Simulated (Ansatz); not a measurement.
Geometry relaxation of SiC (part 3 of 3)

Continued. System: SiC (slab, 20 atoms in the cell). Method: DFT r2SCAN, scalar-relativistic, plane waves, PAW, no spin polarisation (Ansatz 0.2.0); cutoff 500 eV, 5×6×1 k-mesh, Gaussian smearing of 0.05 eV. The structure derives from an entry of the Crystallography Open Database. The input holds or restrains some coordinates. Forces given for the steps count only the free coordinates. It belongs to a series of runs on one base structure; here: lower part held, upper part relaxed from the bulk's places.

Geometry of the input (Å; fractional positions):
```
6.1607  0.0000  0.0000
0.0000  4.3563  0.0000
0.0000  0.0000  21.1607
Si 0.2500  0.5000  0.3544
Si 0.7500  0.5000  0.3544
C  0.5000  0.2500  0.3544
C  0.0000  0.2500  0.3544
Si 0.5000  0.0000  0.4272
Si 0.0000  0.0000  0.4272
C  0.7500  0.7500  0.4272
C  0.2500  0.7500  0.4272
Si 0.7500  0.5000  0.5000
Si 0.2500  0.5000  0.5000
C  0.0000  0.2500  0.5000
C  0.5000  0.2500  0.5000
Si 0.0000  0.0000  0.5728
Si 0.5000  0.0000  0.5728
C  0.2500  0.7500  0.5728
C  0.7500  0.7500  0.5728
Si 0.2500  0.5000  0.6456
Si 0.7500  0.5000  0.6456
C  0.5000  0.2500  0.6456
C  0.0000  0.2500  0.6456
```

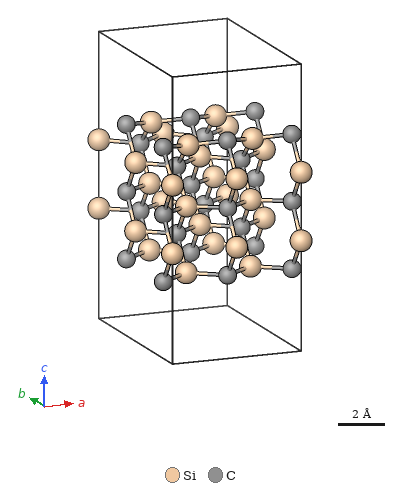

**Figure 1.** The geometry at step 4 of the log (ball-and-stick view of the 1 × 2 repeat of the cell, with the vacuum cut short, seen slightly off an axis).

**Output, continued**
```
  k-point 1: bands = ["-16.1311", "-14.8883", "-13.2418", "-13.0091", "-13.0034", "-12.3123", "-12.2614", "-11.8127", "-11.7302", "-10.7779", "-8.0390", "-7.8390", "-7.7921", "-7.5247", "-7.4184", "-7.2661", "-7.0664", "-6.6642", "-4.7766", "-4.6228", "-4.3204", "-4.2912", "-4.1951", "-4.0879", "-3.8688", "-3.7289", "-3.5256", "-3.3551", "-2.7224", "-2.7107", "-2.6220", "-2.5045", "-2.3285", "-1.6820", "-1.0740", "-0.7252", "-0.5158", "-0.4173", "-0.1762", "0.3279", "0.6397", "1.0025", "1.6550", "2.4264", "3.0926", "3.3636", "3.6553", "4.0610", "4.4094", "5.2075", "5.3102", "5.9298", "5.9936", "6.2794", "6.3040", "6.3094", "6.7386", "6.8812", "7.0448", "7.4347"]
  k-point 2: bands = ["-15.5869", "-14.4127", "-13.5137", "-12.9858", "-12.9623", "-12.7736", "-12.3815", "-12.1214", "-11.6412", "-10.6503", "-8.8497", "-8.3859", "-7.9889", "-7.9500", "-7.8409", "-7.6889", "-7.4280", "-6.0802", "-5.3804", "-4.7420", "-4.6050", "-4.3605", "-4.1788", "-3.7307", "-3.1620", "-3.1247", "-3.0506", "-2.6575", "-2.5783", "-2.5062", "-2.4321", "-2.2722", "-2.0777", "-1.8109", "-1.5690", "-0.8427", "-0.6950", "-0.2815", "-0.0478", "0.4066", "0.8157", "1.3561", "1.7625", "2.8011", "3.5524", "4.2777", "4.6790", "4.7939", "5.2654", "5.4015", "5.7227", "6.2199", "6.2702", "6.3088", "6.5490", "6.6505", "6.9848", "7.2673", "7.4636", "7.7307"]
  k-point 11: bands = ["-14.3155", "-14.1293", "-13.7602", "-13.5832", "-13.3160", "-13.0373", "-12.8136", "-12.4888", "-12.0249", "-11.4893", "-7.8578", "-7.5896", "-7.4726", "-7.4487", "-7.1069", "-6.9570", "-6.3475", "-6.0913", "-5.6781", "-5.5931", "-5.2920", "-4.8241", "-4.3613", "-4.3114", "-4.0473", "-3.8152", "-3.6924", "-3.3248", "-2.5127", "-2.4727", "-2.4307", "-2.0775", "-2.0326", "-1.9304", "-1.8442", "-1.7560", "-0.3491", "-0.2793", "0.2135", "0.2837", "1.0894", "1.1763", "2.4409", "2.6778", "5.1992", "5.5152", "5.8358", "6.0404", "6.1385", "6.2596", "6.3480", "6.5957", "6.8051", "6.8347", "7.0703", "7.1203", "7.4730", "7.6991", "7.8570", "7.9852"]
--- Relaxed structure (6 steps of the walk, 6 accepted, 0 SCFs on fresh bases) ---
  F+E_penalty+E_count = -8901.15910174 eV   max|allowed force component| = 1.312e-2 eV/Å
  atoms:
    - { symbol: Si, position: [0.24999999999999997, 0.5, 0.3544302111] }
    - { symbol: Si, position: [0.7499999999999999, 0.5, 0.3544302111] }
    - { symbol: C, position: [0.49999999999999994, 0.25, 0.3544302111] }
    - { symbol: C, position: [0.0, 0.25, 0.3544302111] }
    - { symbol: Si, position: [0.49999999999999994, 0.0, 0.4272151056] }
    - { symbol: Si, position: [0.0, 0.0, 0.4272151056] }
    - { symbol: C, position: [0.7499999999999999, 0.7500000000000001, 0.4272151056] }
    - { symbol: C, position: [0.24999999999999997, 0.7500000000000001, 0.4272151056] }
    - { symbol: Si, position: [0.7499999999999999, 0.49151741273831406, 0.49922444615456374] }
    - { symbol: Si, position: [0.24999999999999997, 0.49151741273831406, 0.49922444615456374] }
    - { symbol: C, position: [-5.116717052847167e-19, 0.2434822729393185, 0.5006530611689224] }
    - { symbol: C, position: [0.49999999999999994, 0.2434822729393185, 0.5006530611689224] }
    - { symbol: Si, position: [-2.9627502808943824e-19, -0.003773981926376363, 0.5756085112656055] }
    - { symbol: Si, position: [0.49999999999999994, -0.003773981926376363, 0.5756085112656055] }
    - { symbol: C, position: [0.24999999999999997, 0.7513608506424015, 0.5733576880206279] }
    - { symbol: C, position: [0.7499999999999999, 0.7513608506424015, 0.5733576880206279] }
    - { symbol: Si, position: [0.24999999999999997, 0.4465979415191871, 0.6341659375013339] }
    - { symbol: Si, position: [0.7499999999999999, 0.4465979415191871, 0.6341659375013339] }
    - { symbol: C, position: [0.49999999999999994, 0.25289928391776545, 0.6455091860505595] }
    - { symbol: C, position: [2.276071907424262e-19, 0.25289928391776545, 0.6455091860505595] }
```

**Trajectory as extended XYZ (Å, eV, eV/Å), 6 frames, from step=1 to step=6**
```
20
Lattice="6.1607 0.0000 0.0000 0.0000 4.3563 0.0000 0.0000 0.0000 21.1607" Properties=species:S:1:pos:R:3:forces:R:3 step=1 energy=-8899.70815
Si    1.5402    2.1781    7.5000    0.0000  -3.2356   1.8447
Si    4.6205    2.1781    7.5000    0.0000  -3.2356   1.8447
C     3.0804    1.0891    7.5000    0.0000   2.1375  -0.5255
C     0.0000    1.0891    7.5000    0.0000   2.1375  -0.5255
Si    3.0804    0.0000    9.0402    0.0000   0.4933  -0.9900
Si    0.0000    0.0000    9.0402    0.0000   0.4933  -0.9900
C     4.6205    3.2672    9.0402    0.0000   0.9688  -0.3980
C     1.5402    3.2672    9.0402    0.0000   0.9688  -0.3980
Si    4.6205    2.1781   10.5804    0.0000  -0.7784   0.0000
Si    1.5402    2.1781   10.5804    0.0000  -0.7784   0.0000
C     0.0000    1.0891   10.5804    0.0000   0.0494   0.0000
C     3.0804    1.0891   10.5804    0.0000   0.0494   0.0000
Si    0.0000    0.0000   12.1205    0.0000   0.4933   0.9900
Si    3.0804    0.0000   12.1205    0.0000   0.4933   0.9900
C     1.5402    3.2672   12.1205    0.0000   0.9688   0.3980
C     4.6205    3.2672   12.1205    0.0000   0.9688   0.3980
Si    1.5402    2.1781   13.6607    0.0000  -3.2356  -1.8447
Si    4.6205    2.1781   13.6607    0.0000  -3.2356  -1.8447
C     3.0804    1.0891   13.6607    0.0000   2.1375   0.5255
C     0.0000    1.0891   13.6607    0.0000   2.1375   0.5255
20
Lattice="6.1607 0.0000 0.0000 0.0000 4.3563 0.0000 0.0000 0.0000 21.1607" Properties=species:S:1:pos:R:3:forces:R:3 step=2 energy=-8900.79328
Si    1.5402    2.1781    7.5000    0.0000  -3.2490   1.9100
Si    4.6205    2.1781    7.5000    0.0000  -3.2490   1.9100
C     3.0804    1.0891    7.5000    0.0000   2.1214  -0.5667
C     0.0000    1.0891    7.5000    0.0000   2.1214  -0.5667
Si    3.0804    0.0000    9.0402    0.0000   0.4426  -0.9094
Si    0.0000    0.0000    9.0402    0.0000   0.4426  -0.9094
C     4.6205    3.2672    9.0402    0.0000   0.9302  -0.4163
C     1.5402    3.2672    9.0402    0.0000   0.9302  -0.4163
Si    4.6205    2.1649   10.5779    0.0000  -0.3327  -0.3059
Si    1.5402    2.1649   10.5779    0.0000  -0.3327  -0.3059
C     0.0000    1.0812   10.5903    0.0000   0.1282  -0.0377
C     3.0804    1.0812   10.5903    0.0000   0.1282  -0.0377
Si    0.0000    0.0229   12.1561    0.0000   0.0362   0.3559
Si    3.0804    0.0229   12.1561    0.0000   0.0362   0.3559
C     1.5402    3.3012   12.0969    0.0000   0.0996   0.8606
C     4.6205    3.3012   12.0969    0.0000   0.0996   0.8606
Si    1.5402    2.0540   13.5106    0.0000  -1.7480  -0.7719
Si    4.6205    2.0540   13.5106    0.0000  -1.7480  -0.7719
C     3.0804    1.0702   13.7011    0.0000   1.5721  -0.1156
C     0.0000    1.0702   13.7011    0.0000   1.5721  -0.1156
20
Lattice="6.1607 0.0000 0.0000 0.0000 4.3563 0.0000 0.0000 0.0000 21.1607" Properties=species:S:1:pos:R:3:forces:R:3 step=3 energy=-8901.11227
Si    1.5402    2.1781    7.5000    0.0000  -3.2410   1.8462
Si    4.6205    2.1781    7.5000    0.0000  -3.2410   1.8462
C     3.0804    1.0891    7.5000    0.0000   2.0913  -0.5175
C     0.0000    1.0891    7.5000    0.0000   2.0913  -0.5175
Si    3.0804    0.0000    9.0402    0.0000   0.1902  -0.9272
Si    0.0000    0.0000    9.0402    0.0000   0.1902  -0.9272
C     4.6205    3.2672    9.0402    0.0000   0.7577  -0.5559
C     1.5402    3.2672    9.0402    0.0000   0.7577  -0.5559
Si    4.6205    2.1195   10.5367    0.0000   0.2156   0.5707
Si    1.5402    2.1195   10.5367    0.0000   0.2156   0.5707
C     0.0000    1.0455   10.5978    0.0000  -0.0488  -0.1705
C     3.0804    1.0455   10.5978    0.0000  -0.0488  -0.1705
Si    0.0000   -0.0410   12.1882    0.0000  -0.1768   0.0652
Si    3.0804   -0.0410   12.1882    0.0000  -0.1768   0.0652
C     1.5402    3.2429   12.1427    0.0000   0.0746  -0.4401
C     4.6205    3.2429   12.1427    0.0000   0.0746  -0.4401
Si    1.5402    1.8953   13.3928    0.0000   0.1424   0.4158
Si    4.6205    1.8953   13.3928    0.0000   0.1424   0.4158
C     3.0804    1.0628   13.6811    0.0000  -0.0056  -0.2886
C     0.0000    1.0628   13.6811    0.0000  -0.0056  -0.2886
20
Lattice="6.1607 0.0000 0.0000 0.0000 4.3563 0.0000 0.0000 0.0000 21.1607" Properties=species:S:1:pos:R:3:forces:R:3 step=4 energy=-8901.15767
Si    1.5402    2.1781    7.5000    0.0000  -3.2485   1.8918
Si    4.6205    2.1781    7.5000    0.0000  -3.2485   1.8918
C     3.0804    1.0891    7.5000    0.0000   2.1064  -0.5550
C     0.0000    1.0891    7.5000    0.0000   2.1064  -0.5550
Si    3.0804    0.0000    9.0402    0.0000   0.3365  -0.9018
Si    0.0000    0.0000    9.0402    0.0000   0.3365  -0.9018
C     4.6205    3.2672    9.0402    0.0000   0.8390  -0.4271
C     1.5402    3.2672    9.0402    0.0000   0.8390  -0.4271
Si    4.6205    2.1448   10.5647    0.0000  -0.0317  -0.0272
Si    1.5402    2.1448   10.5647    0.0000  -0.0317  -0.0272
C     0.0000    1.0631   10.5943    0.0000   0.0098   0.0183
C     3.0804    1.0631   10.5943    0.0000   0.0098   0.0183
Si    0.0000   -0.0111   12.1836    0.0000   0.0001  -0.0368
Si    3.0804   -0.0111   12.1836    0.0000   0.0001  -0.0368
C     1.5402    3.2790   12.1311    0.0000  -0.0049   0.0117
C     4.6205    3.2790   12.1311    0.0000  -0.0049   0.0117
Si    1.5402    1.9508   13.4140    0.0000  -0.0597   0.1025
Si    4.6205    1.9508   13.4140    0.0000  -0.0597   0.1025
C     3.0804    1.1046   13.6648    0.0000   0.0542  -0.0763
C     0.0000    1.1046   13.6648    0.0000   0.0542  -0.0763
20
Lattice="6.1607 0.0000 0.0000 0.0000 4.3563 0.0000 0.0000 0.0000 21.1607" Properties=species:S:1:pos:R:3:forces:R:3 step=5 energy=-8901.15910
Si    1.5402    2.1781    7.5000    0.0000  -3.2479   1.8903
Si    4.6205    2.1781    7.5000    0.0000  -3.2479   1.8903
C     3.0804    1.0891    7.5000    0.0000   2.1041  -0.5532
C     0.0000    1.0891    7.5000    0.0000   2.1041  -0.5532
Si    3.0804    0.0000    9.0402    0.0000   0.3133  -0.9193
Si    0.0000    0.0000    9.0402    0.0000   0.3133  -0.9193
C     4.6205    3.2672    9.0402    0.0000   0.8175  -0.4155
C     1.5402    3.2672    9.0402    0.0000   0.8175  -0.4155
Si    4.6205    2.1412   10.5640    0.0000   0.0022  -0.0023
Si    1.5402    2.1412   10.5640    0.0000   0.0022  -0.0023
C     0.0000    1.0607   10.5942    0.0000   0.0010   0.0063
C     3.0804    1.0607   10.5942    0.0000   0.0010   0.0063
Si    0.0000   -0.0164   12.1803    0.0000  -0.0055   0.0029
Si    3.0804   -0.0164   12.1803    0.0000  -0.0055   0.0029
C     1.5402    3.2731   12.1327    0.0000   0.0130  -0.0034
C     4.6205    3.2731   12.1327    0.0000   0.0130  -0.0034
Si    1.5402    1.9455   13.4194    0.0000  -0.0031   0.0047
Si    4.6205    1.9455   13.4194    0.0000  -0.0031   0.0047
C     3.0804    1.1017   13.6594    0.0000   0.0054  -0.0105
C     0.0000    1.1017   13.6594    0.0000   0.0054  -0.0105
20
Lattice="6.1607 0.0000 0.0000 0.0000 4.3563 0.0000 0.0000 0.0000 21.1607" Properties=species:S:1:pos:R:3:forces:R:3 step=6 energy=-8901.15910
Si    1.5402    2.1781    7.5000    0.0000  -3.2479   1.8903
Si    4.6205    2.1781    7.5000    0.0000  -3.2479   1.8903
C     3.0804    1.0891    7.5000    0.0000   2.1041  -0.5531
C     0.0000    1.0891    7.5000    0.0000   2.1041  -0.5531
Si    3.0804    0.0000    9.0402    0.0000   0.3133  -0.9193
Si    0.0000    0.0000    9.0402    0.0000   0.3133  -0.9193
C     4.6205    3.2672    9.0402    0.0000   0.8175  -0.4157
C     1.5402    3.2672    9.0402    0.0000   0.8175  -0.4157
Si    4.6205    2.1412   10.5640    0.0000   0.0021  -0.0023
Si    1.5402    2.1412   10.5640    0.0000   0.0021  -0.0023
C     0.0000    1.0607   10.5942    0.0000   0.0011   0.0064
C     3.0804    1.0607   10.5942    0.0000   0.0011   0.0064
Si    0.0000   -0.0164   12.1803    0.0000  -0.0055   0.0028
Si    3.0804   -0.0164   12.1803    0.0000  -0.0055   0.0028
C     1.5402    3.2731   12.1327    0.0000   0.0131  -0.0033
C     4.6205    3.2731   12.1327    0.0000   0.0131  -0.0033
Si    1.5402    1.9455   13.4194    0.0000  -0.0032   0.0047
Si    4.6205    1.9455   13.4194    0.0000  -0.0032   0.0047
C     3.0804    1.1017   13.6594    0.0000   0.0055  -0.0105
C     0.0000    1.1017   13.6594    0.0000   0.0055  -0.0105
```

**Results in brief**

- outcome: converged under the restraints of the input
- electrons treated: 80
- free energy: −8901.1591 eV
- work function, top face: 5.20 eV
- work function, bottom face: 5.03 eV
- Fermi energy: 0.481 eV
- gap on the k-point mesh: 0.12 eV
- final volume: 567.91 Å³
- work function (upper face): 5.20 eV
- largest force (length of the vector) at the end, held atoms and coordinates included: 3.758 eV/Å
- hardware: 4 threads of Intel Xeon @ 2.50GHz (Skylake/Cascade Lake), 192 GiB of memory available, shared host
- wall time: 3.8 min (CPU time 14 min)
- peak memory: 2.1 GiB
